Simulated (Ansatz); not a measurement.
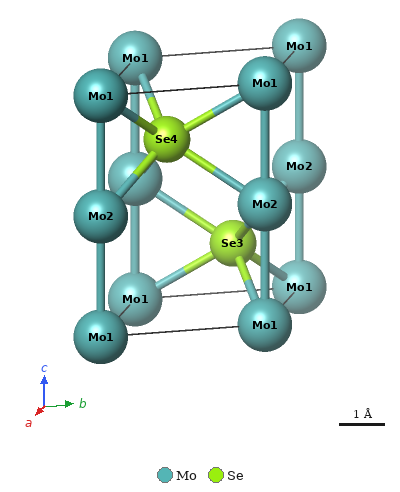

*The structure as given in the input (ball-and-stick view of the cell of the calculation, seen slightly off an axis; atoms are numbered from 1 in the order of the input).*

Geometry relaxation, with input and output: MoSe (part 1 of 2)

- system: MoSe (P6₃/mmc, 4 atoms in the cell)
- method: DFT PBE, scalar-relativistic, plane waves, PAW, spin-polarised (Ansatz 0.2.0)

The structure was made by swapping elements on the sites of another compound; it need not be a known phase. It belongs to a series of runs on one base structure; here: nickel arsenide type (P6_3/mmc, No. 194). Figures and captions count atoms from 1; the log counts them from 0 in places.

Log:
```
Engine: ansatz 0.2.0, x86_64-unknown-linux-gnu
Pseudopotentials: kind: paw
Pseudopotential: Mo, paw, valence charge 14, recommended cutoff 420 eV (normal), Mo.paw.azcp
Pseudopotential: Se, paw, valence charge 16, recommended cutoff 420 eV (normal), Se.paw.azcp
Functional definition: PBE
  parameter kappa = 0.804
  parameter beta = 0.06672455060314922
  exchange = pbe_x(kappa = kappa, mu = beta*pi^2/3)
  correlation = pbe_c(beta = beta)
Crystal: 4 atoms, lattice volume = 75.330 Å³
Basis set: ecut = 420 eV, 1483 PW (Γ), exchange–correlation on 54×54×80 points (8 copies of the dense FFT grid, shifted against one another)
Bands: 37, of which v1, the nominal top of the filled ones, is band 30 counted from 1 (29 counted from 0)
Symmetry: 24 space group operations
Space group: P63/mmc (ITA 194), of the structure as read, at distance tolerance 4.2e-5 Å
Magnetic group: BNS 194.263 (UNI 1493), of the structure as read, at distance tolerance 4.2e-5 Å
k-points: 21 of 144
Non-local potential: Mo, projectors of the file, l = 0: 3, l = 1: 2, l = 2: 2, l = 3: 1
Non-local potential: Se, projectors of the file, l = 0: 2, l = 1: 2, l = 2: 3, l = 3: 1
PAW form: soft (Blöchl's): semilocal exchange-correlation on the pseudo side does not see the compensation charge
PAW one-centre angular grid: Mo, 590 points (default); XC on 64 Gauss nodes
PAW one-centre angular grid: Se, 590 points (default); XC on 64 Gauss nodes
Initial density: superposition of atomic densities (chi_scale 0.1, normalization cell)
Starting moments: Σ|m| = 0.48 μB on 2 of 4 sites
Initial wavefunctions: pseudopotential atomic-orbital guess
Functional: x = pbe(κ = 0.804, μ = 0.2195149727645171), c = pbe(β = 0.06672455060314922)
SCF iter   1: F=—  HF=-20850.312366 eV  |F-HF|=—  |Δ(HF+E_count)|=         —  Δρ=3.49e-2 (↑3.49e-2 ↓2.77e-2)  dr2=3.40e0  dr2_m=2.19e-2  M=0.245 μB ∫|m|=0.256 μB  β_m=0.30  ethr=3.10e-3  ⟨swp⟩=5.6  Hψ=5598  notcnv=0
preconditioner: auto → Kerker (q_TF=auto, 2.627 Å⁻¹)  [metal: Δε(μ)=0.012 eV  Ē_g=7.695 eV  σ=0.100 eV  W_gap=0.07  n_scr=22 (ndim 8)  ℏωp=21.0 eV  f_vac=0.000  D(μ)=4.32/eV (n_scr^D=40)]
spin=Collinear: Kerker preconditioning applied to the charge; magnetization (m = ρ↑ − ρ↓) channel mixes plain (no charge-response kernel on spin).
SCF iter   2: F=—  HF=-20849.785748 eV  |F-HF|=—  |Δ(HF+E_count)|=   5.27e-1  Δρ=2.27e-2 (↑2.27e-2 ↓1.90e-2)  dr2=1.29e0  dr2_m=8.66e-3  M=0.293 μB ∫|m|=0.300 μB  β_m=0.30  ethr=3.10e-3  ⟨swp⟩=2.0  Hψ=2141  notcnv=0  defer=52
SCF iter   3: F=—  HF=-20849.506229 eV  |F-HF|=—  |Δ(HF+E_count)|=   2.80e-1  Δρ=7.85e-3 (↑7.16e-3 ↓7.85e-3)  dr2=8.90e-2  dr2_m=2.81e-3  M=0.354 μB ∫|m|=0.362 μB  β_m=0.30  ethr=2.14e-3  ⟨swp⟩=2.0  Hψ=2191  notcnv=0  defer=52
SCF iter   4: F=—  HF=-20849.509322 eV  |F-HF|=—  |Δ(HF+E_count)|=   3.09e-3  Δρ=2.76e-3 (↑2.76e-3 ↓2.17e-3)  dr2=1.36e-2  dr2_m=1.53e-3  M=0.361 μB ∫|m|=0.368 μB  β_m=1.00  ethr=1.48e-4  ⟨swp⟩=2.0  Hψ=3289  notcnv=0  defer=54
SCF iter   5: F=—  HF=-20849.506850 eV  |F-HF|=—  |Δ(HF+E_count)|=   2.47e-3  Δρ=1.09e-3 (↑1.06e-3 ↓1.09e-3)  dr2=2.29e-3  dr2_m=2.75e-4  M=0.401 μB ∫|m|=0.408 μB  β_m=1.00  ethr=2.26e-5  ⟨swp⟩=2.4  Hψ=2457  notcnv=0  defer=54
SCF iter   6: F=—  HF=-20849.507157 eV  |F-HF|=—  |Δ(HF+E_count)|=   3.07e-4  Δρ=8.31e-4 (↑5.74e-4 ↓8.31e-4)  dr2=5.59e-4  dr2_m=1.73e-4  M=0.434 μB ∫|m|=0.442 μB  β_m=1.00  ethr=3.81e-6  ⟨swp⟩=2.0  Hψ=2765  notcnv=0  defer=54
SCF iter   7: F=—  HF=-20849.507000 eV  |F-HF|=—  |Δ(HF+E_count)|=   1.58e-4  Δρ=5.27e-4 (↑5.27e-4 ↓3.68e-4)  dr2=1.09e-4  dr2_m=1.12e-4  M=0.460 μB ∫|m|=0.469 μB  β_m=1.00  ethr=9.31e-7  ⟨swp⟩=2.0  Hψ=2708  notcnv=0  defer=54
SCF iter   8: F=—  HF=-20849.507046 eV  |F-HF|=—  |Δ(HF+E_count)|=   4.56e-5  Δρ=3.73e-4 (↑3.73e-4 ↓3.22e-4)  dr2=4.06e-5  dr2_m=6.62e-5  M=0.481 μB ∫|m|=0.490 μB  β_m=1.00  ethr=1.82e-7  ⟨swp⟩=2.0  Hψ=2682  notcnv=0  defer=54
SCF iter   9: F=—  HF=-20849.507164 eV  |F-HF|=—  |Δ(HF+E_count)|=   1.19e-4  Δρ=2.49e-4 (↑2.49e-4 ↓2.45e-4)  dr2=3.24e-6  dr2_m=4.02e-5  M=0.497 μB ∫|m|=0.507 μB  β_m=1.00  ethr=6.77e-8  ⟨swp⟩=2.0  Hψ=2775  notcnv=0  defer=54
SCF iter  10: F=—  HF=-20849.507238 eV  |F-HF|=—  |Δ(HF+E_count)|=   7.35e-5  Δρ=1.94e-4 (↑1.89e-4 ↓1.94e-4)  dr2=1.60e-6  dr2_m=2.45e-5  M=0.509 μB ∫|m|=0.520 μB  β_m=0.30  ethr=5.40e-9  ⟨swp⟩=2.0  Hψ=2787  notcnv=0  defer=54
Mixer restart at iter 10: flushing history
spin-set hold released at iteration 10 (site moments contracting): the magnetisation degrees of freedom join the quasi-Newton model from the next iteration; the mixer history was flushed
SCF iter  11: F=—  HF=-20849.507285 eV  |F-HF|=—  |Δ(HF+E_count)|=   4.78e-5  Δρ=1.94e-4 (↑1.92e-4 ↓1.94e-4)  dr2=1.03e-6  dr2_m=2.53e-5  M=0.513 μB ∫|m|=0.524 μB  β_m=0.45  ethr=2.66e-9  ⟨swp⟩=2.0  Hψ=2720  notcnv=0  defer=54
SCF iter  12: F=—  HF=-20849.507372 eV  |F-HF|=—  |Δ(HF+E_count)|=   8.70e-5  Δρ=1.62e-4 (↑1.62e-4 ↓1.57e-4)  dr2=2.97e-7  dr2_m=1.76e-5  M=0.527 μB ∫|m|=0.539 μB  β_m=0.60  ethr=1.72e-9  ⟨swp⟩=3.0  Hψ=2962  notcnv=0  defer=54
SCF iter  13: F=—  HF=-20849.507413 eV  |F-HF|=—  |Δ(HF+E_count)|=   4.09e-5  Δρ=7.99e-5 (↑6.95e-5 ↓7.99e-5)  dr2=4.00e-7  dr2_m=3.80e-6  M=0.544 μB ∫|m|=0.556 μB  β_m=0.71  ethr=4.96e-10  ⟨swp⟩=3.2  Hψ=3805  notcnv=0  defer=54
iter 14 did not close the SCF: its close was put off for a magnetic moment that had not settled (scf_convergence_deferred on its scf_iter line)
SCF iter  14: F=-20849.507423 eV  HF=-20849.507423 eV  |F-HF|=2.42e-8  |Δ(HF+E_count)|=   9.97e-6  Δρ=6.90e-6 (↑6.90e-6 ↓6.75e-6)  dr2=4.95e-8  dr2_m=2.29e-8  M=0.556 μB ∫|m|=0.570 μB  β_m=0.79  ethr=1.67e-10  ⟨swp⟩=7.3  Hψ=8011  notcnv=0
iter 15 did not close the SCF: its close was put off for a magnetic moment that had not settled (scf_convergence_deferred on its scf_iter line)
SCF iter  15: F=-20849.507423 eV  HF=-20849.507423 eV  |F-HF|=7.88e-9  |Δ(HF+E_count)|=   7.48e-8  Δρ=3.17e-6 (↑2.92e-6 ↓3.17e-6)  dr2=1.17e-8  dr2_m=4.13e-9  M=0.556 μB ∫|m|=0.570 μB  β_m=0.89  ethr=8.24e-11  ⟨swp⟩=2.2  Hψ=5045  notcnv=0
SCF iter  16: F=-20849.507423 eV  HF=-20849.507423 eV  |F-HF|=4.95e-10  |Δ(HF+E_count)|=   2.12e-8  Δρ=6.01e-7 (↑6.01e-7 ↓5.64e-7)  dr2=9.78e-10  dr2_m=7.74e-11  M=0.557 μB ∫|m|=0.571 μB  ethr=1.95e-11  ⟨swp⟩=1.9  Hψ=4626  notcnv=0
SCF 1 converged in 16 iterations: F = -20849.507423 eV  dr2 = 9.78e-10
  greatest PAW one-centre occupation: 1.000 electrons in one spin orbital (limit 2), on the Se atom at site 3 (counted from 0), in its partial waves of l = 2
relax step   1: F+E_penalty+E_count = -20849.50742337 eV  Δ(F+E_penalty+E_count) = +0.000e0 eV  max|allowed force component| = 1.619e-17 eV/Å  Δτ_max = 0.0000 Å  P = -5.827 GPa  Ω = 75.330 Å³  (16 SCF iters, dr2 threshold 1.00e-7 eV, accepted)
Crystal: 4 atoms, lattice volume = 71.544 Å³
Basis set: ecut = 420 eV, 1397 PW (Γ), exchange–correlation on 54×54×80 points (8 copies of the dense FFT grid, shifted against one another)
Initial density: handed on by an earlier stage of this run
Starting moments: Σ|m| = 0.48 μB on 2 of 4 sites; this step starts from the density that it was given
Initial wavefunctions: those handed on with the density
iter 1 solved again at ethr=3.37e-5 eV; its pass at ethr=3.10e-3 eV (dr2=2.02e-2 eV) is discarded
SCF iter   1: F=—  HF=-20849.725807 eV  |F-HF|=—  |Δ(HF+E_count)|=         —  Δρ=5.65e-3 (↑4.97e-3 ↓5.65e-3)  dr2=2.07e-2  dr2_m=1.33e-2  M=0.223 μB ∫|m|=0.281 μB  β_m=0.30  ethr=3.37e-5  ⟨swp⟩=2.0  Hψ=8410  notcnv=0
preconditioner: auto → Kerker (q_TF=auto, 2.649 Å⁻¹)  [metal: Δε(μ)=0.028 eV  Ē_g=7.636 eV  σ=0.100 eV  W_gap=0.16  n_scr=22 (ndim 8)  ℏωp=21.5 eV  f_vac=0.005  D(μ)=3.56/eV (n_scr^D=34)]
spin=Collinear: Kerker preconditioning applied to the charge; magnetization (m = ρ↑ − ρ↓) channel mixes plain (no charge-response kernel on spin).
SCF iter   2: F=—  HF=-20849.729324 eV  |F-HF|=—  |Δ(HF+E_count)|=   3.52e-3  Δρ=4.61e-3 (↑4.17e-3 ↓4.61e-3)  dr2=1.19e-2  dr2_m=9.59e-3  M=0.181 μB ∫|m|=0.235 μB  β_m=0.53  ethr=3.37e-5  ⟨swp⟩=1.0  Hψ=1554  notcnv=0
SCF iter   3: F=—  HF=-20849.737698 eV  |F-HF|=—  |Δ(HF+E_count)|=   8.37e-3  Δρ=1.13e-3 (↑1.03e-3 ↓1.13e-3)  dr2=6.91e-4  dr2_m=6.51e-4  M=0.078 μB ∫|m|=0.102 μB  β_m=0.71  ethr=1.98e-5  ⟨swp⟩=2.3  Hψ=2284  notcnv=0
SCF iter   4: F=—  HF=-20849.738603 eV  |F-HF|=—  |Δ(HF+E_count)|=   9.05e-4  Δρ=4.56e-4 (↑4.56e-4 ↓3.97e-4)  dr2=6.89e-5  dr2_m=1.07e-4  M=0.038 μB ∫|m|=0.049 μB  β_m=0.80  ethr=1.15e-6  ⟨swp⟩=2.0  Hψ=2780  notcnv=0
SCF iter   5: F=—  HF=-20849.738787 eV  |F-HF|=—  |Δ(HF+E_count)|=   1.84e-4  Δρ=2.45e-4 (↑2.12e-4 ↓2.45e-4)  dr2=1.12e-5  dr2_m=3.20e-5  M=0.021 μB ∫|m|=0.027 μB  β_m=0.87  ethr=1.15e-7  ⟨swp⟩=2.0  Hψ=2819  notcnv=0
SCF iter   6: F=—  HF=-20849.738856 eV  |F-HF|=—  |Δ(HF+E_count)|=   6.94e-5  Δρ=8.29e-5 (↑8.29e-5 ↓6.87e-5)  dr2=3.95e-6  dr2_m=2.96e-6  M=0.006 μB ∫|m|=0.007 μB  β_m=0.94  ethr=1.86e-8  ⟨swp⟩=2.3  Hψ=2865  notcnv=0
iter 7 did not close the SCF: its close was put off for a magnetic moment that had not settled (scf_convergence_deferred on its scf_iter line)
SCF iter   7: F=-20849.738862 eV  HF=-20849.738862 eV  |F-HF|=1.69e-7  |Δ(HF+E_count)|=   5.27e-6  Δρ=2.70e-5 (↑2.32e-5 ↓2.70e-5)  dr2=2.35e-7  dr2_m=3.64e-7  M=0.002 μB ∫|m|=0.003 μB  β_m=0.97  ethr=6.67e-10  ⟨swp⟩=4.6  Hψ=7798  notcnv=0
iter 8 did not close the SCF: its close was put off for a magnetic moment that had not settled (scf_convergence_deferred on its scf_iter line)
SCF iter   8: F=-20849.738862 eV  HF=-20849.738862 eV  |F-HF|=2.32e-8  |Δ(HF+E_count)|=   5.79e-7  Δρ=8.41e-6 (↑8.41e-6 ↓6.10e-6)  dr2=5.04e-8  dr2_m=2.83e-8  M=0.001 μB ∫|m|=0.001 μB  β_m=0.98  ethr=3.92e-10  ⟨swp⟩=2.0  Hψ=5769  notcnv=0
iter 9 did not close the SCF: its close was put off for a magnetic moment that had not settled (scf_convergence_deferred on its scf_iter line)
SCF iter   9: F=-20849.738862 eV  HF=-20849.738862 eV  |F-HF|=3.86e-9  |Δ(HF+E_count)|=   7.00e-8  Δρ=1.44e-6 (↑1.34e-6 ↓1.44e-6)  dr2=4.76e-9  dr2_m=4.11e-10  M=0.000 μB ∫|m|=0.000 μB  β_m=0.99  ethr=8.40e-11  ⟨swp⟩=1.5  Hψ=4737  notcnv=0
SCF iter  10: F=-20849.738862 eV  HF=-20849.738862 eV  |F-HF|=3.86e-10  |Δ(HF+E_count)|=   4.95e-9  Δρ=5.38e-7 (↑5.38e-7 ↓4.01e-7)  dr2=4.55e-10  dr2_m=6.76e-11  M=0.000 μB ∫|m|=0.000 μB  ethr=7.93e-12  ⟨swp⟩=2.0  Hψ=4257  notcnv=0
WARN: the starting moments were not kept: the SCF closed with an absolute magnetisation of 3.8e-5 μB, where they sum to 0.48 μB in size (2 sites). That is at most 0.1 of that sum. Measured as dr2_m measures the in/out step, that magnetisation stands 2.3e-10 eV from none, at or under the dr2_threshold of 4.0e-7 eV: it is no larger than a step whose dr2_m would equal this threshold. The system may hold no moment; this SCF shows only that its start led to no more than that. This SCF took its magnetisation from the state that an earlier stage of the run handed on, and the starting moments (crystal.atoms[].spin, magnetization.per_species, magnetization.initial_magnetization, or on a non-collinear deck that types none of these the spinor_matrix: blocks that start its atoms; where the total moment is fixed, keep their sum and leave initial_magnetization as it is) reach it only through that state. Under a hybrid functional, moments that its semilocal warm-up loses can be held through it (magnetization.spin_locking: {lock_spins: true, release_at_the_exchange_loop: true}, refused in a deck that types no crystal.atoms[].spin or magnetization.per_species, and beside md: or magnetic_configurations:, beside output.atomic_orbital_hamiltonian at one k-point under exchange of full range, and beside output.current_voltage). To try another start, change the starting moments or, where the run itself opened from a saved state (the deck's checkpoint.read, a session's seed or a resume), run it without that state.
SCF 2 converged in 10 iterations: F = -20849.738862 eV  dr2 = 4.55e-10
relax step   2: F+E_penalty+E_count = -20849.73886234 eV  Δ(F+E_penalty+E_count) = -2.314e-1 eV  max|allowed force component| = 2.660e-17 eV/Å  Δτ_max = 0.0000 Å  P = +1.922 GPa  Ω = 71.544 Å³  energy of the carried Pulay correction = +6.184e-4 eV  (10 SCF iters, dr2 threshold 4.00e-7 eV, accepted)
Crystal: 4 atoms, lattice volume = 70.941 Å³
iter 1 solved again at ethr=9.23e-5 eV; its pass at ethr=3.10e-3 eV (dr2=5.54e-2 eV) is discarded
SCF iter   1: F=—  HF=-20849.864090 eV  |F-HF|=—  |Δ(HF+E_count)|=         —  Δρ=3.88e-3 (↑3.43e-3 ↓3.88e-3)  dr2=5.59e-2  dr2_m=7.13e-5  M=-0.001 μB ∫|m|=0.007 μB  β_m=0.30  ethr=9.23e-5  ⟨swp⟩=1.3  Hψ=9166  notcnv=0
preconditioner: auto → Resta (q_TF=auto, 2.653 Å⁻¹)  ε∞=8.8  [insulator: Δε(μ)=0.170 eV  Ē_g=7.741 eV  σ=0.100 eV  W_gap=0.74  n_scr=22 (ndim 8)  ℏωp=21.6 eV  f_vac=0.011  D(μ)=2.01/eV (n_scr^D=20)  ε∞_Penn≈8.8]
spin=Collinear: Resta preconditioning applied to the charge; magnetization (m = ρ↑ − ρ↓) channel mixes plain (no charge-response kernel on spin).
SCF iter   2: F=—  HF=-20849.856067 eV  |F-HF|=—  |Δ(HF+E_count)|=   8.02e-3  Δρ=2.68e-3 (↑2.35e-3 ↓2.68e-3)  dr2=2.41e-2  dr2_m=4.07e-5  M=-0.001 μB ∫|m|=0.005 μB  β_m=0.58  ethr=9.23e-5  ⟨swp⟩=1.0  Hψ=1554  notcnv=0
SCF iter   3: F=—  HF=-20849.850058 eV  |F-HF|=—  |Δ(HF+E_count)|=   6.01e-3  Δρ=5.40e-4 (↑5.29e-4 ↓5.40e-4)  dr2=7.62e-4  dr2_m=2.57e-6  M=-0.001 μB ∫|m|=0.002 μB  β_m=0.61  ethr=4.01e-5  ⟨swp⟩=2.4  Hψ=2357  notcnv=0
SCF iter   4: F=—  HF=-20849.849871 eV  |F-HF|=—  |Δ(HF+E_count)|=   1.87e-4  Δρ=2.29e-4 (↑2.29e-4 ↓2.15e-4)  dr2=9.87e-5  dr2_m=3.74e-7  M=-0.000 μB ∫|m|=0.001 μB  β_m=0.62  ethr=1.27e-6  ⟨swp⟩=2.0  Hψ=2745  notcnv=0
SCF iter   5: F=—  HF=-20849.849849 eV  |F-HF|=—  |Δ(HF+E_count)|=   2.21e-5  Δρ=8.32e-5 (↑8.32e-5 ↓7.62e-5)  dr2=1.45e-5  dr2_m=5.61e-8  M=-0.000 μB ∫|m|=0.000 μB  β_m=0.81  ethr=1.65e-7  ⟨swp⟩=2.0  Hψ=2687  notcnv=0
SCF iter   6: F=—  HF=-20849.849851 eV  |F-HF|=—  |Δ(HF+E_count)|=   1.67e-6  Δρ=1.76e-5 (↑1.73e-5 ↓1.76e-5)  dr2=6.78e-7  dr2_m=2.90e-9  M=-0.000 μB ∫|m|=0.000 μB  β_m=0.90  ethr=2.41e-8  ⟨swp⟩=2.0  Hψ=2187  notcnv=0
SCF iter   7: F=-20849.849851 eV  HF=-20849.849851 eV  |F-HF|=8.52e-9  |Δ(HF+E_count)|=   3.99e-7  Δρ=3.93e-6 (↑3.93e-6 ↓3.82e-6)  dr2=5.20e-8  dr2_m=7.54e-11  M=-0.000 μB ∫|m|=0.000 μB  ethr=6.67e-10  ⟨swp⟩=6.2  Hψ=6791  notcnv=0
the starting moments were not kept: the SCF closed with an absolute magnetisation of 1.5e-5 μB, where they sum to 0.48 μB in size (2 sites). That is at most 0.1 of that sum. Measured as dr2_m measures the in/out step, that magnetisation stands 2.6e-11 eV from none, at or under the dr2_threshold of 4.0e-7 eV: it is no larger than a step whose dr2_m would equal this threshold.
SCF 3 converged in 7 iterations: F = -20849.849851 eV  dr2 = 5.20e-8
relax step   3: F+E_penalty+E_count = -20849.84985143 eV  Δ(F+E_penalty+E_count) = -1.110e-1 eV  max|allowed force component| = 3.180e-17 eV/Å  Δτ_max = 0.0000 Å  P = +4.896 GPa  Ω = 70.941 Å³  energy of the carried Pulay correction = +7.731e-4 eV  (7 SCF iters, dr2 threshold 4.00e-7 eV, accepted)
Crystal: 4 atoms, lattice volume = 72.868 Å³
Basis set: ecut = 420 eV, 1409 PW (Γ), exchange–correlation on 54×54×80 points (8 copies of the dense FFT grid, shifted against one another)
iter 1 solved again at ethr=5.18e-6 eV; its pass at ethr=3.10e-3 eV (dr2=3.11e-3 eV) is discarded
SCF iter   1: F=—  HF=-20849.881960 eV  |F-HF|=—  |Δ(HF+E_count)|=         —  Δρ=8.97e-4 (↑8.09e-4 ↓8.97e-4)  dr2=3.07e-3  dr2_m=1.13e-5  M=-0.003 μB ∫|m|=0.004 μB  β_m=0.30  ethr=5.18e-6  ⟨swp⟩=2.0  Hψ=8747  notcnv=0
preconditioner: auto → Resta (q_TF=auto, 2.641 Å⁻¹)  ε∞=8.9  [insulator: Δε(μ)=0.116 eV  Ē_g=7.601 eV  σ=0.100 eV  W_gap=0.53  n_scr=22 (ndim 8)  ℏωp=21.3 eV  f_vac=0.013  D(μ)=2.05/eV (n_scr^D=20)  ε∞_Penn≈8.9]
spin=Collinear: Resta preconditioning applied to the charge; magnetization (m = ρ↑ − ρ↓) channel mixes plain (no charge-response kernel on spin).
SCF iter   2: F=—  HF=-20849.881635 eV  |F-HF|=—  |Δ(HF+E_count)|=   3.25e-4  Δρ=6.27e-4 (↑5.76e-4 ↓6.27e-4)  dr2=1.42e-3  dr2_m=6.51e-6  M=-0.002 μB ∫|m|=0.003 μB  β_m=0.60  ethr=5.11e-6  ⟨swp⟩=1.0  Hψ=1554  notcnv=0
SCF iter   3: F=—  HF=-20849.881408 eV  |F-HF|=—  |Δ(HF+E_count)|=   2.27e-4  Δρ=1.54e-4 (↑1.54e-4 ↓1.51e-4)  dr2=8.13e-5  dr2_m=3.95e-7  M=-0.001 μB ∫|m|=0.001 μB  β_m=0.73  ethr=2.36e-6  ⟨swp⟩=2.2  Hψ=2136  notcnv=0
SCF iter   4: F=—  HF=-20849.881412 eV  |F-HF|=—  |Δ(HF+E_count)|=   4.15e-6  Δρ=5.46e-5 (↑4.85e-5 ↓5.46e-5)  dr2=1.19e-5  dr2_m=2.42e-8  M=-0.000 μB ∫|m|=0.000 μB  β_m=0.65  ethr=1.35e-7  ⟨swp⟩=2.0  Hψ=2716  notcnv=0
SCF iter   5: F=—  HF=-20849.881410 eV  |F-HF|=—  |Δ(HF+E_count)|=   2.58e-6  Δρ=3.25e-5 (↑3.06e-5 ↓3.25e-5)  dr2=3.40e-6  dr2_m=9.54e-9  M=-0.000 μB ∫|m|=0.000 μB  β_m=0.83  ethr=1.98e-8  ⟨swp⟩=2.0  Hψ=2740  notcnv=0
iter 6 did not close the SCF: its close was put off for a magnetic moment that had not settled (scf_convergence_deferred on its scf_iter line)
SCF iter   6: F=-20849.881413 eV  HF=-20849.881412 eV  |F-HF|=1.61e-7  |Δ(HF+E_count)|=   2.74e-6  Δρ=8.05e-6 (↑8.05e-6 ↓7.89e-6)  dr2=2.01e-7  dr2_m=3.21e-10  M=-0.000 μB ∫|m|=0.000 μB  β_m=0.91  ethr=6.67e-10  ⟨swp⟩=4.5  Hψ=7554  notcnv=0
SCF iter   7: F=-20849.881413 eV  HF=-20849.881413 eV  |F-HF|=7.72e-9  |Δ(HF+E_count)|=   2.21e-7  Δρ=1.60e-6 (↑1.60e-6 ↓1.59e-6)  dr2=7.27e-9  dr2_m=1.27e-11  M=0.000 μB ∫|m|=0.000 μB  ethr=3.35e-10  ⟨swp⟩=2.1  Hψ=5701  notcnv=0
the starting moments were not kept: the SCF closed with an absolute magnetisation of 7.0e-6 μB, where they sum to 0.48 μB in size (2 sites). That is at most 0.1 of that sum. Measured as dr2_m measures the in/out step, that magnetisation stands 5.1e-12 eV from none, at or under the dr2_threshold of 4.0e-7 eV: it is no larger than a step whose dr2_m would equal this threshold.
SCF 4 converged in 7 iterations: F = -20849.881413 eV  dr2 = 7.27e-9
```
